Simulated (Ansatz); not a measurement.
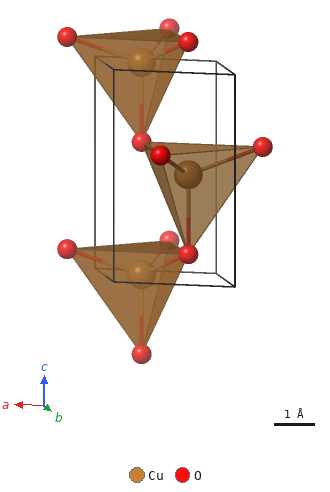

The input geometry (polyhedral view of the cell of the calculation, seen at an oblique angle; polyhedra are completed across the faces of the cell).

## Single-point calculation, with input and output: CuO (part 1 of 3)

CuO (P6₃mc, 4 atoms in the cell), computed with DFT LDA+U+J, spin-orbit coupling, plane waves, PAW, U = 7 eV, J = 0.7 eV on Cu atom 1 d; U = 7 eV, J = 0.7 eV on Cu atom 2 d (Ansatz 0.2.0).

The structure was built on a prototype by a generator; it need not be a known phase. It belongs to a series of runs on one base structure; here: random orbitals: harmonics, high filling. Figures and captions count atoms from 1; the log counts them from 0 in places.

**Log**
```
Warning: crystal.symmetry: narrowed to the stabiliser of the occupation matrices — unitary ops 6 → 1, anti-unitary 6 → 1; lowered by the specified shells (site 0, l: d), (site 1, l: d); largest admitted image defect 1.7e-9, smallest excluded 7.1e-1 — at a splitting's scale: the group the occupation matrices' own texture admits
Warning: output.stress: scf.convergence.dr2_threshold = 1e-7 eV (the SCF's general default) is looser than the 4e-10 eV advised for a printed stress (1e-10 eV for each atom of the cell: 4). What an SCF threshold leaves in a stress goes as its square root, and in the free energy as the threshold itself, and one threshold admits the most on a small cell: of the crystals measured, under no hybrid functional and no lock of the moments, on runs that ended without the residual-converged pass, on stresses that held no estimate of that error, the worst erred by over 100 MPa in a component at 1e-7 eV an atom and by under 5 at 1e-10. Set scf.convergence.dr2_threshold to 4e-10 eV or tighter. The threshold is an SCF's pass mark: one that does not reach it within its budget of iterations ends unconverged, or closes short of it on a stop that the run arms, and scf.convergence.dr2_threshold's page says what that costs each kind of run
Cu: projections on atomic orbitals take those of the free atom [Ne] 3s2 3p6 3d10 4s1, of charge +0.00 (hamiltonian.pseudopotentials.projection_atoms); the dataset's partial waves leave at most 2.0e-9 of an orbital's norm unspanned inside its sphere
O: projections on atomic orbitals take those of the free atom [He] 2s2 2p4, of charge +0.00 (hamiltonian.pseudopotentials.projection_atoms); the dataset's partial waves leave at most 1.5e-11 of an orbital's norm unspanned inside its sphere
Engine: ansatz 0.2.0, x86_64-unknown-linux-gnu
Pseudopotentials: kind: paw_fr
Pseudopotential: Cu, paw_fr, valence charge 19, recommended cutoff 420 eV (normal), Cu.paw.azcp#standard-fr
Pseudopotential: O, paw_fr, valence charge 6, recommended cutoff 420 eV (normal), O.paw.azcp#standard-fr
Functional definition: SPW92
  exchange = slater_x
  correlation = pw_c
Crystal: 4 atoms, lattice volume = 50.418 Å³
Basis set: ecut = 420 eV, 989 PW (Γ)
Bands: 60, of which v1, the nominal top of the filled ones, is band 50 counted from 1 (49 counted from 0)
Symmetry: 1 space group operations + 1 with time reversal
k-points: 105 of 196 (time reversal used)
Projection manifold: j_resolved (fully-relativistic pseudo-atomic orbitals)
Non-local potential: Cu, projectors of the file, l = 0: 3, l = 1: 4, l = 2: 6, l = 3: 2
Non-local potential: O, projectors of the file, l = 0: 2, l = 1: 4, l = 2: 2
PAW form: soft (Blöchl's): semilocal exchange-correlation on the pseudo side does not see the compensation charge
PAW frozen core: Cu, regenerated for the run's functional, and the local potential with it (the file was generated under x = pbe(κ = 0.804, μ = 0.2195149727645171), c = pbe(β = 0.06672455060314922))
PAW frozen core: O, regenerated for the run's functional, and the local potential with it (the file was generated under x = pbe(κ = 0.804, μ = 0.2195149727645171), c = pbe(β = 0.06672455060314922))
PAW one-centre angular grid: Cu, 590 points (default); XC on 64 Gauss nodes
PAW one-centre angular grid: O, 110 points (default); XC on 64 Gauss nodes
Initial density: superposition of atomic densities (chi_scale 0.1, normalization cell, long waves kept (reshape's long-wave potential 0.00 eV rms))
Starting moments: Σ|m| = 2 μB on 2 of 4 sites
Initial wavefunctions: pseudopotential atomic-orbital guess
Functional: x = slater, c = lda
SCF iter   1: F=—  HF=-14214.921110 eV  |F-HF|=—  |Δ(HF+E_count)|=         —  Δρ=9.94e-2  dr2=2.23e0  dr2_m=4.66e-1  ethr=3.10e-3  |M|=1.85e-3 ∫|m|=1.94e0 μB  |m|>n=0.0e0 m-floor=6.8e-3 τ_xc=2.8e-33  β_m=0.30  ⟨swp⟩=7.9  Hψ=29985  notcnv=0  defer=41
preconditioner: auto → Resta (q_TF=auto, 2.725 Å⁻¹)  ε∞=7.4  [insulator: Δε(μ)=0.968 eV  Ē_g=12.063 eV  σ=0.050 eV  W_gap=1.00  n_scr=22 (ndim 8)  ℏωp=30.5 eV  f_vac=0.056  D(μ)=0.00/eV (n_scr^D=0)  ε∞_Penn≈7.4]
spin=Noncollinear: Resta preconditioning applied to the charge; magnetization (m_x, m_y, m_z) channels mix plain (no charge-response kernel on spin).
SCF iter   2: F=—  HF=-14214.826249 eV  |F-HF|=—  |Δ(HF+E_count)|=   9.49e-2  Δρ=6.06e-2  dr2=7.21e-1  dr2_m=2.16e-1  ethr=3.10e-3  |M|=2.66e-3 ∫|m|=1.89e0 μB  |m|>n=0.0e0 m-floor=0.0e0 τ_xc=5.3e-20  β_m=0.30  ⟨swp⟩=2.2  Hψ=10999  notcnv=0  defer=472
SCF iter   3: F=—  HF=-14214.774394 eV  |F-HF|=—  |Δ(HF+E_count)|=   5.19e-2  Δρ=3.05e-2  dr2=1.46e-1  dr2_m=1.08e-1  ethr=1.44e-3  |M|=3.30e-3 ∫|m|=1.87e0 μB  |m|>n=0.0e0 m-floor=0.0e0 τ_xc=8.8e-20  β_m=0.30  ⟨swp⟩=2.1  Hψ=9620  notcnv=0  defer=472
SCF iter   4: F=—  HF=-14214.764375 eV  |F-HF|=—  |Δ(HF+E_count)|=   1.00e-2  Δρ=2.26e-2  dr2=6.93e-3  dr2_m=5.88e-2  ethr=2.91e-4  |M|=4.01e-3 ∫|m|=1.85e0 μB  |m|>n=0.0e0 m-floor=0.0e0 τ_xc=1.1e-19  β_m=0.30  ⟨swp⟩=2.1  Hψ=10915  notcnv=0  defer=492
SCF iter   5: F=—  HF=-14214.786199 eV  |F-HF|=—  |Δ(HF+E_count)|=   2.18e-2  Δρ=1.62e-2  dr2=1.86e-3  dr2_m=3.03e-2  ethr=1.39e-5  |M|=3.82e-3 ∫|m|=1.85e0 μB  |m|>n=0.0e0 m-floor=0.0e0 τ_xc=1.3e-19  β_m=0.30  ⟨swp⟩=2.0  Hψ=11570  notcnv=0  defer=492
SCF iter   6: F=—  HF=-14214.800439 eV  |F-HF|=—  |Δ(HF+E_count)|=   1.42e-2  Δρ=1.15e-2  dr2=7.68e-4  dr2_m=1.54e-2  ethr=3.72e-6  |M|=3.83e-3 ∫|m|=1.85e0 μB  |m|>n=0.0e0 m-floor=0.0e0 τ_xc=1.5e-19  β_m=0.30  ⟨swp⟩=2.0  Hψ=11270  notcnv=0  defer=492
SCF iter   7: F=—  HF=-14214.807486 eV  |F-HF|=—  |Δ(HF+E_count)|=   7.05e-3  Δρ=8.22e-3  dr2=4.25e-4  dr2_m=7.82e-3  ethr=1.54e-6  |M|=3.87e-3 ∫|m|=1.86e0 μB  |m|>n=0.0e0 m-floor=0.0e0 τ_xc=1.6e-19  β_m=0.30  ⟨swp⟩=2.0  Hψ=11062  notcnv=0  defer=492
Mixer restart at iter 7: flushing history
spin-set hold released at iteration 7 (site moments contracting): the magnetisation degrees of freedom join the quasi-Newton model from the next iteration; the mixer history was flushed
SCF iter   8: F=—  HF=-14214.810515 eV  |F-HF|=—  |Δ(HF+E_count)|=   3.03e-3  Δρ=5.78e-3  dr2=1.86e-4  dr2_m=3.87e-3  ethr=8.50e-7  |M|=3.88e-3 ∫|m|=1.86e0 μB  |m|>n=0.0e0 m-floor=0.0e0 τ_xc=1.8e-19  β_m=0.65  ⟨swp⟩=2.0  Hψ=6018  notcnv=0  defer=492
SCF iter   9: F=—  HF=-14214.813701 eV  |F-HF|=—  |Δ(HF+E_count)|=   3.19e-3  Δρ=5.67e-4  dr2=1.05e-4  dr2_m=3.00e-6  ethr=3.73e-7  |M|=3.96e-3 ∫|m|=1.86e0 μB  |m|>n=0.0e0 m-floor=0.0e0 τ_xc=2.1e-19  β_m=0.58  ⟨swp⟩=2.0  Hψ=11061  notcnv=0  defer=492
SCF iter  10: F=—  HF=-14214.813685 eV  |F-HF|=—  |Δ(HF+E_count)|=   1.63e-5  Δρ=3.57e-4  dr2=4.69e-5  dr2_m=4.85e-6  ethr=2.09e-7  |M|=3.93e-3 ∫|m|=1.86e0 μB  |m|>n=0.0e0 m-floor=0.0e0 τ_xc=2.1e-19  β_m=0.62  ⟨swp⟩=2.1  Hψ=10478  notcnv=0  defer=488
SCF iter  11: F=—  HF=-14214.813678 eV  |F-HF|=—  |Δ(HF+E_count)|=   6.42e-6  Δρ=1.61e-4  dr2=1.18e-5  dr2_m=7.94e-7  ethr=9.37e-8  |M|=3.95e-3 ∫|m|=1.86e0 μB  |m|>n=0.0e0 m-floor=0.0e0 τ_xc=2.0e-19  β_m=0.81  ⟨swp⟩=2.1  Hψ=8449  notcnv=0  defer=488
SCF iter  12: F=—  HF=-14214.813678 eV  |F-HF|=—  |Δ(HF+E_count)|=   8.59e-7  Δρ=8.97e-5  dr2=2.57e-6  dr2_m=6.46e-8  ethr=2.36e-8  |M|=3.96e-3 ∫|m|=1.86e0 μB  |m|>n=0.0e0 m-floor=0.0e0 τ_xc=2.0e-19  β_m=0.63  ⟨swp⟩=2.0  Hψ=8948  notcnv=0  defer=488
SCF iter  13: F=—  HF=-14214.813677 eV  |F-HF|=—  |Δ(HF+E_count)|=   8.48e-7  Δρ=2.59e-5  dr2=2.61e-7  dr2_m=2.58e-8  ethr=5.14e-9  |M|=3.96e-3 ∫|m|=1.86e0 μB  |m|>n=0.0e0 m-floor=0.0e0 τ_xc=2.1e-19  β_m=0.66  ⟨swp⟩=2.0  Hψ=11030  notcnv=0  defer=488
SCF iter  14: F=—  HF=-14214.813677 eV  |F-HF|=—  |Δ(HF+E_count)|=   1.94e-9  Δρ=1.79e-5  dr2=1.21e-7  dr2_m=6.29e-9  ethr=5.23e-10  |M|=3.96e-3 ∫|m|=1.86e0 μB  |m|>n=0.0e0 m-floor=0.0e0 τ_xc=2.1e-19  β_m=0.70  ⟨swp⟩=2.0  Hψ=10647  notcnv=0  defer=488
SCF iter  15: F=—  HF=-14214.813677 eV  |F-HF|=—  |Δ(HF+E_count)|=   9.68e-9  Δρ=4.14e-6  dr2=1.07e-8  dr2_m=2.96e-10  ethr=2.43e-10  |M|=3.96e-3 ∫|m|=1.86e0 μB  |m|>n=0.0e0 m-floor=0.0e0 τ_xc=2.0e-19  β_m=0.70  ⟨swp⟩=2.0  Hψ=8381  notcnv=0  defer=488
Mixer restart at iter 15: flushing history
SCF iter  16: F=—  HF=-14214.813916 eV  |F-HF|=—  |Δ(HF+E_count)|=         —  Δρ=2.06e-5  dr2=1.57e-7  dr2_m=3.28e-8  ethr=2.14e-11  |M|=3.97e-3 ∫|m|=1.86e0 μB  |m|>n=0.0e0 m-floor=0.0e0 τ_xc=2.1e-19  β_m=0.70  ⟨swp⟩=2.0  Hψ=11063  notcnv=0  defer=488
SCF iter  17: F=—  HF=-14215.129595 eV  |F-HF|=—  |Δ(HF+E_count)|=   3.16e-1  Δρ=3.26e-2  dr2=4.25e-1  dr2_m=1.23e-1  ethr=2.14e-11  |M|=1.50e-1 ∫|m|=1.65e0 μB  |m|>n=0.0e0 m-floor=0.0e0 τ_xc=2.0e-19  β_m=0.01  ⟨swp⟩=6.1  Hψ=22132  notcnv=0  defer=488  recentre
SCF iter  18: F=—  HF=-14214.818644 eV  |F-HF|=—  |Δ(HF+E_count)|=   3.11e-1  Δρ=2.52e-4  dr2=2.37e-5  dr2_m=7.34e-6  ethr=2.14e-11  |M|=4.02e-3 ∫|m|=1.86e0 μB  |m|>n=0.0e0 m-floor=0.0e0 τ_xc=2.0e-19  β_m=0.01  ⟨swp⟩=5.9  Hψ=21615  notcnv=0  defer=488
SCF iter  19: F=—  HF=-14214.822032 eV  |F-HF|=—  |Δ(HF+E_count)|=   3.39e-3  Δρ=2.88e-4  dr2=2.10e-5  dr2_m=9.61e-6  ethr=2.14e-11  |M|=4.08e-3 ∫|m|=1.86e0 μB  |m|>n=0.0e0 m-floor=0.0e0 τ_xc=2.1e-19  β_m=0.01  ⟨swp⟩=3.7  Hψ=17071  notcnv=0  defer=488
SCF iter  20: F=—  HF=-14214.831071 eV  |F-HF|=—  |Δ(HF+E_count)|=   9.04e-3  Δρ=4.11e-4  dr2=6.37e-5  dr2_m=1.41e-5  ethr=2.14e-11  |M|=4.26e-3 ∫|m|=1.86e0 μB  |m|>n=0.0e0 m-floor=0.0e0 τ_xc=2.1e-19  β_m=0.01  ⟨swp⟩=4.0  Hψ=19815  notcnv=0  defer=488
SCF iter  21: F=—  HF=-14214.848523 eV  |F-HF|=—  |Δ(HF+E_count)|=   1.75e-2  Δρ=1.04e-3  dr2=3.58e-4  dr2_m=1.16e-4  ethr=2.14e-11  |M|=4.48e-3 ∫|m|=1.86e0 μB  |m|>n=0.0e0 m-floor=0.0e0 τ_xc=2.1e-19  β_m=0.01  ⟨swp⟩=4.0  Hψ=19747  notcnv=0  defer=488
SCF iter  22: F=—  HF=-14214.883161 eV  |F-HF|=—  |Δ(HF+E_count)|=   3.46e-2  Δρ=3.17e-3  dr2=3.59e-3  dr2_m=8.76e-4  ethr=2.14e-11  |M|=5.09e-3 ∫|m|=1.85e0 μB  |m|>n=0.0e0 m-floor=0.0e0 τ_xc=2.0e-19  β_m=0.01  ⟨swp⟩=5.0  Hψ=24888  notcnv=0  defer=486
SCF iter  23: F=—  HF=-14214.958336 eV  |F-HF|=—  |Δ(HF+E_count)|=   7.52e-2  Δρ=9.29e-3  dr2=2.60e-2  dr2_m=2.51e-3  ethr=2.14e-11  |M|=1.57e-2 ∫|m|=1.83e0 μB  |m|>n=0.0e0 m-floor=0.0e0 τ_xc=2.3e-19  β_m=0.10  ⟨swp⟩=5.9  Hψ=27559  notcnv=0  defer=486
SCF iter  24: F=—  HF=-14215.167746 eV  |F-HF|=—  |Δ(HF+E_count)|=   2.09e-1  Δρ=3.33e-2  dr2=5.06e-1  dr2_m=1.24e-1  ethr=2.14e-11  |M|=1.91e-1 ∫|m|=1.64e0 μB  |m|>n=0.0e0 m-floor=0.0e0 τ_xc=2.6e-19  β_m=0.06  ⟨swp⟩=5.9  Hψ=27152  notcnv=0  defer=472  recentre
SCF iter  25: F=—  HF=-14215.153775 eV  |F-HF|=—  |Δ(HF+E_count)|=   1.40e-2  Δρ=3.33e-2  dr2=4.96e-1  dr2_m=1.25e-1  ethr=2.14e-11  |M|=1.86e-1 ∫|m|=1.65e0 μB  |m|>n=0.0e0 m-floor=0.0e0 τ_xc=2.3e-19  β_m=0.10  ⟨swp⟩=5.2  Hψ=25684  notcnv=0  defer=468
SCF iter  26: F=—  HF=-14215.146737 eV  |F-HF|=—  |Δ(HF+E_count)|=   7.04e-3  Δρ=1.45e-2  dr2=9.11e-2  dr2_m=1.58e-2  ethr=2.14e-11  |M|=7.95e-2 ∫|m|=1.75e0 μB  |m|>n=0.0e0 m-floor=0.0e0 τ_xc=3.7e-19  β_m=0.04  ⟨swp⟩=6.5  Hψ=30172  notcnv=0  defer=468
SCF iter  27: F=—  HF=-14215.237352 eV  |F-HF|=—  |Δ(HF+E_count)|=   9.06e-2  Δρ=1.08e-2  dr2=4.29e-2  dr2_m=2.14e-3  ethr=2.14e-11  |M|=6.52e-2 ∫|m|=1.74e0 μB  |m|>n=0.0e0 m-floor=0.0e0 τ_xc=5.5e-19  β_m=0.12  ⟨swp⟩=6.0  Hψ=33063  notcnv=0  defer=460
SCF iter  28: F=—  HF=-14215.410144 eV  |F-HF|=—  |Δ(HF+E_count)|=   1.73e-1  Δρ=1.38e-2  dr2=1.58e-2  dr2_m=2.26e-2  ethr=2.14e-11  |M|=1.72e-1 ∫|m|=1.61e0 μB  |m|>n=0.0e0 m-floor=0.0e0 τ_xc=7.4e-19  β_m=0.70  ⟨swp⟩=6.3  Hψ=32039  notcnv=0  defer=460
SCF iter  29: F=—  HF=-14215.551342 eV  |F-HF|=—  |Δ(HF+E_count)|=   1.41e-1  Δρ=2.53e-2  dr2=3.30e-1  dr2_m=5.32e-2  ethr=2.14e-11  |M|=1.28e-1 ∫|m|=1.54e0 μB  |m|>n=0.0e0 m-floor=0.0e0 τ_xc=1.2e-18  β_m=0.85  ⟨swp⟩=6.8  Hψ=35173  notcnv=0  defer=458  recentre
SCF iter  30: F=—  HF=-14215.566559 eV  |F-HF|=—  |Δ(HF+E_count)|=   1.52e-2  Δρ=1.90e-2  dr2=1.23e-1  dr2_m=4.24e-2  ethr=2.14e-11  |M|=2.78e-1 ∫|m|=1.49e0 μB  |m|>n=0.0e0 m-floor=0.0e0 τ_xc=1.0e-18  β_m=0.93  ⟨swp⟩=6.0  Hψ=30456  notcnv=0  defer=458
SCF iter  31: F=—  HF=-14215.602580 eV  |F-HF|=—  |Δ(HF+E_count)|=   3.60e-2  Δρ=2.56e-2  dr2=2.03e-1  dr2_m=7.62e-2  ethr=2.14e-11  |M|=3.45e-1 ∫|m|=1.43e0 μB  |m|>n=0.0e0 m-floor=0.0e0 τ_xc=9.9e-19  β_m=0.77  ⟨swp⟩=6.1  Hψ=32002  notcnv=0  defer=444
SCF iter  32: F=—  HF=-14215.780735 eV  |F-HF|=—  |Δ(HF+E_count)|=   1.78e-1  Δρ=5.54e-2  dr2=1.43e0  dr2_m=1.52e-1  ethr=2.14e-11  |M|=5.28e-1 ∫|m|=1.26e0 μB  |m|>n=0.0e0 m-floor=0.0e0 τ_xc=1.1e-18  β_m=0.36  ⟨swp⟩=6.1  Hψ=32695  notcnv=0  defer=444  recentre
SCF iter  33: F=—  HF=-14215.649512 eV  |F-HF|=—  |Δ(HF+E_count)|=   1.31e-1  Δρ=2.97e-2  dr2=4.19e-1  dr2_m=7.04e-2  ethr=2.14e-11  |M|=4.07e-1 ∫|m|=1.35e0 μB  |m|>n=0.0e0 m-floor=0.0e0 τ_xc=1.0e-18  β_m=0.35  ⟨swp⟩=6.2  Hψ=31554  notcnv=0  defer=428
SCF iter  34: F=—  HF=-14215.703361 eV  |F-HF|=—  |Δ(HF+E_count)|=   5.38e-2  Δρ=4.98e-3  dr2=1.78e-2  dr2_m=2.70e-3  ethr=2.14e-11  |M|=3.43e-1 ∫|m|=1.34e0 μB  |m|>n=0.0e0 m-floor=0.0e0 τ_xc=1.3e-18  β_m=0.70  ⟨swp⟩=6.4  Hψ=31873  notcnv=0  defer=428
SCF iter  35: F=—  HF=-14215.760025 eV  |F-HF|=—  |Δ(HF+E_count)|=   5.67e-2  Δρ=3.09e-2  dr2=4.38e-1  dr2_m=4.90e-2  ethr=2.14e-11  |M|=2.51e-1 ∫|m|=1.24e0 μB  |m|>n=0.0e0 m-floor=0.0e0 τ_xc=1.8e-18  β_m=0.85  ⟨swp⟩=6.8  Hψ=34419  notcnv=0  defer=444  recentre
SCF iter  36: F=—  HF=-14215.770033 eV  |F-HF|=—  |Δ(HF+E_count)|=   1.00e-2  Δρ=1.04e-2  dr2=5.24e-2  dr2_m=1.05e-2  ethr=2.14e-11  |M|=3.67e-1 ∫|m|=1.15e0 μB  |m|>n=0.0e0 m-floor=0.0e0 τ_xc=1.5e-18  β_m=0.92  ⟨swp⟩=6.1  Hψ=31486  notcnv=0  defer=442
SCF iter  37: F=—  HF=-14215.782558 eV  |F-HF|=—  |Δ(HF+E_count)|=   1.25e-2  Δρ=8.38e-3  dr2=8.53e-3  dr2_m=8.41e-3  ethr=2.14e-11  |M|=2.94e-1 ∫|m|=1.08e0 μB  |m|>n=0.0e0 m-floor=0.0e0 τ_xc=1.4e-18  β_m=0.96  ⟨swp⟩=6.0  Hψ=33065  notcnv=0  defer=428
SCF iter  38: F=—  HF=-14215.813449 eV  |F-HF|=—  |Δ(HF+E_count)|=   3.09e-2  Δρ=1.16e-2  dr2=4.53e-2  dr2_m=1.22e-2  ethr=2.14e-11  |M|=2.22e-1 ∫|m|=9.53e-1 μB  |m|>n=0.0e0 m-floor=0.0e0 τ_xc=1.3e-18  β_m=0.39  ⟨swp⟩=6.1  Hψ=30558  notcnv=0  defer=428  recentre
SCF iter  39: F=—  HF=-14215.813514 eV  |F-HF|=—  |Δ(HF+E_count)|=   6.51e-5  Δρ=4.43e-3  dr2=8.17e-3  dr2_m=2.91e-3  ethr=2.14e-11  |M|=2.01e-1 ∫|m|=9.19e-1 μB  |m|>n=0.0e0 m-floor=0.0e0 τ_xc=1.1e-18  β_m=0.70  ⟨swp⟩=5.9  Hψ=32982  notcnv=0  defer=428
SCF iter  40: F=—  HF=-14215.854909 eV  |F-HF|=—  |Δ(HF+E_count)|=   4.14e-2  Δρ=1.18e-2  dr2=6.33e-2  dr2_m=5.72e-3  ethr=2.14e-11  |M|=1.09e-1 ∫|m|=7.98e-1 μB  |m|>n=0.0e0 m-floor=0.0e0 τ_xc=1.2e-18  β_m=0.73  ⟨swp⟩=6.9  Hψ=33829  notcnv=0  defer=428  recentre
SCF iter  41: F=—  HF=-14215.853684 eV  |F-HF|=—  |Δ(HF+E_count)|=   1.22e-3  Δρ=7.48e-3  dr2=2.75e-2  dr2_m=4.88e-3  ethr=2.14e-11  |M|=1.16e-1 ∫|m|=7.87e-1 μB  |m|>n=0.0e0 m-floor=0.0e0 τ_xc=1.1e-18  β_m=0.93  ⟨swp⟩=5.1  Hψ=25890  notcnv=0  defer=428
SCF iter  42: F=—  HF=-14215.884792 eV  |F-HF|=—  |Δ(HF+E_count)|=   3.11e-2  Δρ=1.11e-2  dr2=6.27e-2  dr2_m=4.10e-3  ethr=2.14e-11  |M|=1.15e-1 ∫|m|=7.70e-1 μB  |m|>n=0.0e0 m-floor=0.0e0 τ_xc=1.0e-18  β_m=0.91  ⟨swp⟩=6.3  Hψ=31341  notcnv=0  defer=428
```
